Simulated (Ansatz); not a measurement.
# TaN/GaN/TaN under bias

What current flows through TaN/GaN/TaN, and is the curve linear and symmetric? Both electrodes are TaN rock salt(111); the barrier is GaN zinc blende(111) (whole bilayers). In the first transport cell, after relaxation, the nearest pair of electrode and barrier is Ta–N at 2.06 Å, along the normal, at the lower face and Ta–Ga at 3.04 Å, at a slant, at the upper one. All share a net of side 3.171 Å, which strains the lower electrode by +1.5 % and the barrier by -1.4 %, against typed lattice constants near PBE's. The first steps treat the bulk electrodes alone.

Program: Ansatz 0.2.0. Level of theory: PBE DFT, plane waves, PAW files, in the first sound run; inputs show where later runs differ. Results are calculated unless marked as measured.

## 1. The structure

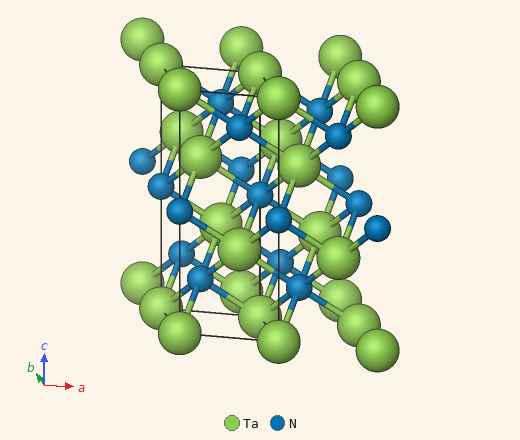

The starting structure, seen slightly off an axis (tantalum green, nitrogen blue). 2×2×1 cells are drawn. Bonds to atoms that aren't drawn are left out. Some periodic images of atoms are drawn too.

## 2. The strained electrode

The electrode is held to the junction's net and relaxed along the normal; its spacing is used for the ideal lead layers.

Contents of input.yaml:

```yaml
crystal:
  lattice:
    - [3.171, 0.0, 0.0]
    - [-1.5855, 2.7461665554, 0.0]
    - [0.0, 0.0, 7.577497386]
  atoms:
    - { symbol: Ta, position: [0.0, 0.0, 0.0] }
    - { symbol: "N", position: [0.3333333333, 0.6666666667, 0.1666666667] }
    - { symbol: Ta, position: [0.6666666667, 0.3333333333, 0.3333333333] }
    - { symbol: "N", position: [0.0, 0.0, 0.5] }
    - { symbol: Ta, position: [0.3333333333, 0.6666666667, 0.6666666667] }
    - { symbol: "N", position: [0.6666666667, 0.3333333333, 0.8333333333] }
kpoints:
  mp_grid: { grid: [12, 12, 4] }
scf:
  occupations: { method: fermi_dirac, width: 0.1 }
  max_iter: 150
hamiltonian:
  xc: pbe
relax:
  f_tol: 0.01
  max_steps: 40
  cell: { fix: [a, b, angles] }
```

The run is started by

```
> ansatz run input.yaml --threads 4 --pin off --max-ram 16384MiB --backend cpu --events-out ev --progress --plain --runs-dir out
```

Numbers of over 12 decimals in the logs are rounded to 6 here.

The log of the run:

```text
Engine: ansatz 0.2.0, aarch64-unknown-linux-gnu
Pseudopotentials: kind: paw
Pseudopotential: Ta, paw, valence charge 13, recommended cutoff 420 eV (normal), Ta.paw.azcp
Pseudopotential: N, paw, valence charge 5, recommended cutoff 420 eV (normal), N.paw.azcp
Functional definition: PBE
  parameter kappa = 0.804
  parameter beta = 0.066725
  exchange = pbe_x(kappa = kappa, mu = beta*pi^2/3)
  correlation = pbe_c(beta = beta)
Crystal: 6 atoms, lattice volume = 65.986 Å³
Basis set: ecut = 420 eV, 1273 PW (Γ), exchange–correlation on 48×48×108 points (8 copies of the dense FFT grid, shifted against one another)
Bands: 33, of which v1, the nominal top of the filled ones, is band 27 counted from 1 (26 counted from 0)
Symmetry: 36 space group operations
Space group: R-3m (ITA 166), of the structure as read, at distance tolerance 4.0e-5 Å
k-points: 69 of 576
Non-local potential: Ta, projectors of the file, l = 0: 3, l = 1: 2, l = 2: 2, l = 3: 1
Non-local potential: N, projectors of the file, l = 0: 2, l = 1: 2, l = 2: 1
PAW form: soft (Blöchl's): semilocal exchange-correlation on the pseudo side does not see the compensation charge
PAW one-centre angular grid: Ta, 590 points (default); XC on 64 Gauss nodes
PAW one-centre angular grid: N, 110 points (default); XC on 64 Gauss nodes
Initial density: superposition of atomic densities (neutral atoms: chi_scale 0, normalization atom), corrected by the library's trained network
Initial wavefunctions: pseudopotential atomic-orbital guess
Functional: x = pbe(κ = 0.804, μ = 0.219515), c = pbe(β = 0.066725)
SCF iter   1: F=—  HF=-30953.762188 eV  |F-HF|=—  |Δ(HF+E_count)|=         —  Δρ=1.82e-3  dr2=7.19e-4  ethr=1.77e-3  ⟨swp⟩=5.4  Hψ=20030  notcnv=0  defer=17
automatic band count: the SCF goes on with 39 bands, as 33 were too few: the levels above may hold too much charge
preconditioner: auto → Kerker (q_TF=auto, 2.639 Å⁻¹)  [metal: Δε(μ)=0.020 eV  Ē_g=10.692 eV  σ=0.100 eV  W_gap=0.05  n_scr=24 (ndim 8)  ℏωp=25.0 eV  f_vac=0.000  D(μ)=2.45/eV (n_scr^D=24)]
SCF iter   2: F=—  HF=-30953.762243 eV  |F-HF|=—  |Δ(HF+E_count)|=   5.46e-5  Δρ=1.08e-3  dr2=2.79e-4  ethr=1.33e-6  ⟨swp⟩=2.0  Hψ=5122  notcnv=0  defer=15
SCF iter   3: F=—  HF=-30953.762597 eV  |F-HF|=—  |Δ(HF+E_count)|=   3.54e-4  Δρ=1.67e-4  dr2=1.51e-5  ethr=5.16e-7  ⟨swp⟩=2.0  Hψ=3458  notcnv=0  defer=15
SCF iter   4: F=—  HF=-30953.762631 eV  |F-HF|=—  |Δ(HF+E_count)|=   3.47e-5  Δρ=7.42e-5  dr2=2.20e-6  ethr=2.80e-8  ⟨swp⟩=2.6  Hψ=3685  notcnv=0  defer=15
iter 5 did not close the SCF: its close was put off for the readings that it lacked (scf_convergence_deferred on its scf_iter line)
SCF iter   5: F=-30953.762632 eV  HF=-30953.762632 eV  |F-HF|=1.25e-8  |Δ(HF+E_count)|=   5.99e-7  Δρ=9.23e-6  dr2=2.91e-8  ethr=4.07e-9  ⟨swp⟩=3.0  Hψ=4957  notcnv=0  defer=15
SCF iter   6: F=-30953.762632 eV  HF=-30953.762632 eV  |F-HF|=2.84e-10  |Δ(HF+E_count)|=   1.61e-8  Δρ=1.19e-6  dr2=4.59e-10  ethr=5.39e-11  ⟨swp⟩=2.1  Hψ=8070  notcnv=0
SCF 1 converged in 6 iterations: F = -30953.762632 eV  dr2 = 4.59e-10
  greatest PAW one-centre occupation: 0.999 electrons in one spin orbital (limit 2), on the Ta atom at site 4 (counted from 0), in its partial waves of l = 0
relax step   1: F+E_penalty+E_count = -30953.76263196 eV  Δ(F+E_penalty+E_count) = +0.000e0 eV  max|allowed force component| = 6.115e-27 eV/Å  Δτ_max = 0.0000 Å  P = -6.403 GPa  Ω = 65.986 Å³  fix = [a, b, alpha, beta, gamma]  reactions: a -7.406, b -7.406 GPa  (6 SCF iters, dr2 threshold 1.00e-7 eV, accepted)
Crystal: 6 atoms, lattice volume = 64.934 Å³
Bands: 39, of which v1, the nominal top of the filled ones, is band 27 counted from 1 (26 counted from 0)
Initial density: handed on by an earlier stage of this run
Initial wavefunctions: those handed on with the density
iter 1 solved again at ethr=1.11e-5 eV; its pass at ethr=3.10e-3 eV (dr2=5.99e-3 eV) is discarded
SCF iter   1: F=—  HF=-30953.773533 eV  |F-HF|=—  |Δ(HF+E_count)|=         —  Δρ=3.24e-3  dr2=6.68e-3  ethr=1.11e-5  ⟨swp⟩=1.6  Hψ=12280  notcnv=0
preconditioner: auto → Kerker (q_TF=auto, 2.646 Å⁻¹)  [metal: Δε(μ)=0.019 eV  Ē_g=10.850 eV  σ=0.100 eV  W_gap=0.05  n_scr=24 (ndim 8)  ℏωp=25.2 eV  f_vac=0.000  D(μ)=2.45/eV (n_scr^D=24)]
SCF iter   2: F=—  HF=-30953.772195 eV  |F-HF|=—  |Δ(HF+E_count)|=   1.34e-3  Δρ=1.59e-3  dr2=1.76e-3  ethr=1.11e-5  ⟨swp⟩=1.7  Hψ=2920  notcnv=0
SCF iter   3: F=—  HF=-30953.771660 eV  |F-HF|=—  |Δ(HF+E_count)|=   5.35e-4  Δρ=2.83e-4  dr2=6.02e-5  ethr=3.26e-6  ⟨swp⟩=2.3  Hψ=3470  notcnv=0
SCF iter   4: F=—  HF=-30953.771689 eV  |F-HF|=—  |Δ(HF+E_count)|=   2.95e-5  Δρ=6.14e-5  dr2=1.46e-6  ethr=1.12e-7  ⟨swp⟩=2.5  Hψ=4158  notcnv=0
iter 5 did not close the SCF: its close was put off for the readings that it lacked (scf_convergence_deferred on its scf_iter line)
SCF iter   5: F=-30953.771689 eV  HF=-30953.771689 eV  |F-HF|=1.77e-9  |Δ(HF+E_count)|=   4.32e-8  Δρ=7.64e-6  dr2=2.09e-8  ethr=2.70e-9  ⟨swp⟩=2.3  Hψ=3729  notcnv=0
SCF iter   6: F=-30953.771689 eV  HF=-30953.771689 eV  |F-HF|=3.06e-10  |Δ(HF+E_count)|=   4.35e-9  Δρ=1.02e-6  dr2=6.66e-10  ethr=3.87e-11  ⟨swp⟩=1.6  Hψ=7409  notcnv=0
SCF 2 converged in 6 iterations: F = -30953.771689 eV  dr2 = 6.66e-10
relax step   2: F+E_penalty+E_count = -30953.77168919 eV  Δ(F+E_penalty+E_count) = -9.057e-3 eV  max|allowed force component| = 9.843e-27 eV/Å  Δτ_max = 0.0000 Å  P = -1.269 GPa  Ω = 64.934 Å³  energy of the carried Pulay correction = +3.189e-3 eV  fix = [a, b, alpha, beta, gamma]  reactions: a -3.264, b -3.264 GPa  (6 SCF iters, dr2 threshold 6.00e-7 eV, accepted)
Crystal: 6 atoms, lattice volume = 65.336 Å³
iter 1 solved again at ethr=1.85e-6 eV; its pass at ethr=3.10e-3 eV (dr2=1.00e-3 eV) is discarded
SCF iter   1: F=—  HF=-30953.773998 eV  |F-HF|=—  |Δ(HF+E_count)|=         —  Δρ=1.26e-3  dr2=1.03e-3  ethr=1.85e-6  ⟨swp⟩=2.4  Hψ=11406  notcnv=0
preconditioner: auto → Kerker (q_TF=auto, 2.643 Å⁻¹)  [metal: Δε(μ)=0.010 eV  Ē_g=10.780 eV  σ=0.100 eV  W_gap=0.02  n_scr=24 (ndim 8)  ℏωp=25.2 eV  f_vac=0.000  D(μ)=2.45/eV (n_scr^D=24)]
SCF iter   2: F=—  HF=-30953.773795 eV  |F-HF|=—  |Δ(HF+E_count)|=   2.03e-4  Δρ=6.04e-4  dr2=2.59e-4  ethr=1.85e-6  ⟨swp⟩=1.8  Hψ=2904  notcnv=0
SCF iter   3: F=—  HF=-30953.773762 eV  |F-HF|=—  |Δ(HF+E_count)|=   3.38e-5  Δρ=1.21e-4  dr2=1.19e-5  ethr=4.80e-7  ⟨swp⟩=2.3  Hψ=3263  notcnv=0
iter 4 did not close the SCF: its close was put off for the readings that it lacked (scf_convergence_deferred on its scf_iter line)
SCF iter   4: F=-30953.773758 eV  HF=-30953.773758 eV  |F-HF|=1.34e-7  |Δ(HF+E_count)|=   3.49e-6  Δρ=2.87e-5  dr2=3.40e-7  ethr=2.20e-8  ⟨swp⟩=2.3  Hψ=3556  notcnv=0
iter 5 did not close the SCF: its close was put off for the readings that it lacked (scf_convergence_deferred on its scf_iter line)
SCF iter   5: F=-30953.773758 eV  HF=-30953.773758 eV  |F-HF|=3.20e-10  |Δ(HF+E_count)|=   1.78e-8  Δρ=3.63e-6  dr2=5.60e-9  ethr=6.29e-10  ⟨swp⟩=2.2  Hψ=3721  notcnv=0
SCF iter   6: F=-30953.773758 eV  HF=-30953.773758 eV  |F-HF|=3.27e-11  |Δ(HF+E_count)|=  8.73e-10  Δρ=4.04e-7  dr2=7.46e-11  ethr=1.04e-11  ⟨swp⟩=1.2  Hψ=6948  notcnv=0
SCF 3 converged in 6 iterations: F = -30953.773758 eV  dr2 = 7.46e-11
relax step   3: F+E_penalty+E_count = -30953.77375814 eV  Δ(F+E_penalty+E_count) = -2.069e-3 eV  max|allowed force component| = 2.831e-26 eV/Å  Δτ_max = 0.0000 Å  P = -3.288 GPa  Ω = 65.336 Å³  energy of the carried Pulay correction = +1.964e-3 eV  fix = [a, b, alpha, beta, gamma]  reactions: a -4.892, b -4.892 GPa  (6 SCF iters, dr2 threshold 6.00e-7 eV, accepted)
[...]
relax step   4: F+E_penalty+E_count = -30953.77379601 eV  Δ(F+E_penalty+E_count) = -3.788e-5 eV  max|allowed force component| = 1.222e-26 eV/Å  Δτ_max = 0.0000 Å  P = -3.232 GPa  Ω = 65.325 Å³  energy of the carried Pulay correction = +1.998e-3 eV  fix = [a, b, alpha, beta, gamma]  reactions: a -4.847, b -4.847 GPa  (6 SCF iters, dr2 threshold 1.61e-8 eV, accepted)
[...]
relax step   5: F+E_penalty+E_count = -30953.77192472 eV  Δ(F+E_penalty+E_count) = +1.871e-3 eV  max|allowed force component| = 1.285e-28 eV/Å  Δτ_max = 0.0000 Å  P = -3.277 GPa  Ω = 65.325 Å³  fix = [a, b, alpha, beta, gamma]  reactions: a -4.873, b -4.873 GPa  stress off target by 8.36e-2 GPa on what of the cell is left free  SCF on the basis re-selected at this cell (its energy is not comparable with the rows above)  (8 SCF iters)
[...]
relax step   6: F+E_penalty+E_count = -30953.77196512 eV  Δ(F+E_penalty+E_count) = -4.040e-5 eV  max|allowed force component| = 7.763e-27 eV/Å  Δτ_max = 0.0000 Å  P = -3.217 GPa  Ω = 65.313 Å³  energy of the carried Pulay correction = +3.722e-5 eV  fix = [a, b, alpha, beta, gamma]  reactions: a -4.825, b -4.825 GPa  (6 SCF iters, dr2 threshold 1.75e-8 eV, accepted)
iter 1 solved again at ethr=4.39e-8 eV; its pass at ethr=3.10e-3 eV (dr2=2.37e-5 eV) is discarded
SCF iter   1: F=—  HF=-30953.771891 eV  |F-HF|=—  |Δ(HF+E_count)|=         —  Δρ=9.56e-7  dr2=1.05e-10  ethr=4.39e-8  ⟨swp⟩=3.3  Hψ=17631  notcnv=0
eigensolver tolerance schedule: the retry pair's looser diagonalisation over-reported the residual by 225133.91 of it (diagonalisation noise at an unbounded share of the residual, at the tolerance the schedule requests for it); recorded, not acted on — ethr = c·dr2/N_el stays at c = 1.0e-1
SCF iter   2: F=—  HF=-30953.771941 eV  |F-HF|=—  |Δ(HF+E_count)|=   4.95e-5  Δρ=6.31e-7  dr2=3.86e-11  ethr=1.00e-12  ⟨swp⟩=3.6  Hψ=6622  notcnv=0
iter 3 did not close the SCF: its close was put off for the readings that it lacked (scf_convergence_deferred on its scf_iter line)
SCF iter   3: F=-30953.771941 eV  HF=-30953.771941 eV  |F-HF|=3.64e-11  |Δ(HF+E_count)|=  4.37e-11  Δρ=3.31e-7  dr2=9.52e-12  ethr=1.00e-12  ⟨swp⟩=1.0  Hψ=2691  notcnv=0
iter 4 did not close the SCF: its close was put off for the readings that it lacked (scf_convergence_deferred on its scf_iter line)
SCF iter   4: F=-30953.771941 eV  HF=-30953.771941 eV  |F-HF|=0.00e0  |Δ(HF+E_count)|=  1.46e-11  Δρ=4.93e-8  dr2=2.73e-13  ethr=1.00e-12  ⟨swp⟩=1.0  Hψ=2691  notcnv=0
iter 5 did not close the SCF: its close was put off for the readings that it lacked (scf_convergence_deferred on its scf_iter line)
SCF iter   5: F=-30953.771941 eV  HF=-30953.771941 eV  |F-HF|=1.46e-11  |Δ(HF+E_count)|=  7.28e-12  Δρ=1.29e-8  dr2=2.93e-14  ethr=1.00e-12  ⟨swp⟩=1.0  Hψ=2691  notcnv=0
iter 6 did not close the SCF: its close was put off for the readings that it lacked (scf_convergence_deferred on its scf_iter line)
SCF iter   6: F=-30953.771941 eV  HF=-30953.771941 eV  |F-HF|=7.28e-12  |Δ(HF+E_count)|=  7.28e-12  Δρ=5.80e-9  dr2=5.15e-15  ethr=1.00e-12  ⟨swp⟩=1.0  Hψ=2691  notcnv=0
SCF iter   7: F=-30953.771941 eV  HF=-30953.771941 eV  |F-HF|=7.28e-12  |Δ(HF+E_count)|=    0.00e0  Δρ=2.27e-9  dr2=8.46e-16  ethr=1.00e-12  ⟨swp⟩=1.0  Hψ=5658  notcnv=0
SCF 7 converged in 7 iterations: F = -30953.771941 eV  dr2 = 8.46e-16
relax step   7: F+E_penalty+E_count = -30953.77194060 eV  Δ(F+E_penalty+E_count) = +2.453e-5 eV  max|allowed force component| = 3.785e-28 eV/Å  Δτ_max = 0.0000 Å  P = -3.217 GPa  Ω = 65.313 Å³  fix = [a, b, alpha, beta, gamma]  reactions: a -4.825, b -4.825 GPa  stress off target by 1.26e-3 GPa on what of the cell is left free  SCF on the basis re-selected at this cell (its energy is not comparable with the rows above)  (7 SCF iters)
basis re-selected at this cell: Δ(F+E_penalty+E_count) = +2.453e-5 eV, ΔP = -0.000 GPa vs the last step (what re-selecting the basis moved, of the pressure what is left beyond the Pulay correction that the steps carried, after the strain that the cell walked since its last selection, with what the two solves' SCF thresholds leave and, on support functions, any second-order correction that the steps lacked; it is no m [...]
SCF converged after 7 iterations
Free energy (F): -30953.771941 eV
Harris-Foulkes:  -30953.771941 eV  (|F-HF|=7.28e-12)
Internal energy: -30953.690749 eV  (E = F + TS)
E sigma→0 (E₀):  -30953.731345 eV
Entropy (-TS):   -0.081192 eV (-13.532 meV/atom)
Fermi energy:    21.153463 eV
--- Per-component energies (eV) ---
  E_band       = -159.139167
  E_kinetic    = 1498.912433
  E_local      = -1797.255476  (includes V_loc(G=0)·N_el)
  E_nonlocal   = 179.036175
  E_hartree    = 601.910573
  E_xc         = -839.174488
  E_vxc        = -846.340556  (∫ρ·V_xc dr)
  E_paw        = -25572.307512  (= ΣΔE_a)
  E_vpaw       = -397.313497  (= ΣTr[D̂ρ^β])
  E_aug_tail   = 0.000607  (compensation charges beyond the density's cutoff)
  E_ewald      = -5024.813061
  E_smearing   = -0.081192  (= −TS)
  E_closure    = 0.000000  (closes the sum)
  Σ components = -30953.771941   (vs F -30953.771941, Δ=0.00e0)
--- Forces (eV/Å), atoms counted from 1 ---
  atom   1  Ta     0.00000000     0.00000000     0.00000000
  atom   2  N      0.00000000     0.00000000     0.00000000
  atom   3  Ta    -0.00000000    -0.00000000     0.00000000
  atom   4  N      0.00000000     0.00000000     0.00000000
  atom   5  Ta    -0.00000000     0.00000000     0.00000000
  atom   6  N      0.00000000     0.00000000     0.00000000
  max |Σ_I F_I| component: 2.55e-28 eV/Å
--- Stress (GPa, compression-positive) ---
       -4.824997       0.000000      -0.000000
        0.000000      -4.824997      -0.000000
       -0.000000      -0.000000      -0.001261
  P = ⅓ Tr σ = -3.2171 GPa (-32.171 kbar)
--- Relaxed structure (5 steps of the walk, 5 accepted, 2 SCFs on fresh bases) ---
  F+E_penalty+E_count = -30953.77194060 eV   max|allowed force component| = 3.785e-28 eV/Å   (the final SCF, on the basis selected at the relaxed cell)
  cell:  # Å, volume = 65.3127 Å³
    - [3.171000, 0, 0]
    - [-1.585500, 2.746167, 0]
    - [0, 0, 7.500228]
  atoms:
    - { symbol: Ta, position: [0, 0, 0] }
    - { symbol: N, position: [0.333333, 0.666667, 0.166667] }
    - { symbol: Ta, position: [0.666667, 0.333333, 0.333333] }
    - { symbol: N, position: [0, 0, 0.500000] }
    - { symbol: Ta, position: [0.333333, 0.666667, 0.666667] }
    - { symbol: N, position: [0.666667, 0.333333, 0.833333] }
```

It took 13 s on 4 threads of Arm Neoverse V1, shared host; peak memory 0.47 GiB; 51 s of CPU time.

Step by step:

```tsv
step	energy less that of the first step (eV)	largest force component (eV/Å)	pressure (GPa)	volume (Å³)
1	0.0000	0.0000	-6.40	65.99
2	-0.0091	0.0000	-1.27	64.93
3	-0.0111	0.0000	-3.29	65.34
4	-0.0112	0.0000	-3.23	65.32
5*	-0.0093	0.0000	-3.28	65.32
6	-0.0093	0.0000	-3.22	65.31
7*	-0.0093	0.0000	-3.22	65.31
```

Relaxation steps marked * repeat the geometry before them on a plane-wave basis chosen anew for their cell, so energy and pressure can jump there.

Forces are held to the 36 operations that the run works with; a distortion that breaks them can't arise in this run.

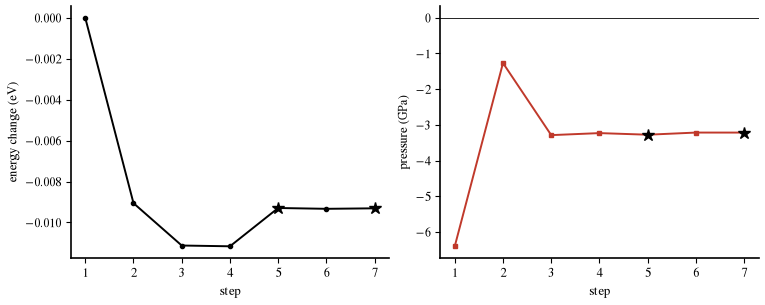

Energy and pressure along the relaxation. Stars mark steps on a basis chosen anew.

```tsv
conventional cell, symmetrised	before	after	change
a (Å)	3.171	3.171	-0.0 %
b (Å)	3.171	3.171	-0.0 %
c (Å)	7.577	7.500	-1.0 %
volume (Å³/atom)	11.00	10.89	-1.0 %
```

The relaxed structure:

```xyz
6
Lattice="3.1710 0.0000 0.0000 -1.5855 2.7462 0.0000 0.0000 0.0000 7.5002" Properties=species:S:1:pos:R:3 pbc="T T T"
Ta    0.0000    0.0000    0.0000
N     0.0000    1.8308    1.2500
Ta    1.5855    0.9154    2.5001
N     0.0000    0.0000    3.7501
Ta    0.0000    1.8308    5.0002
N     1.5855    0.9154    6.2502
```

This step gave:

- free energy: -30953.7719 eV
- Fermi energy: 21.15 eV
- pressure: -3.217 GPa

(Part 1 of 4 ends here.)

[Logs are printed without paths, hosts, clocks, repeated set-up lines and the standing remarks that a program may print on its own settings, such as how far it seeks lower states.]

[Hosts, paths, dates, database ids (printed as entryN), source tags and the programs' standing remarks are cut or masked in the printed files.]
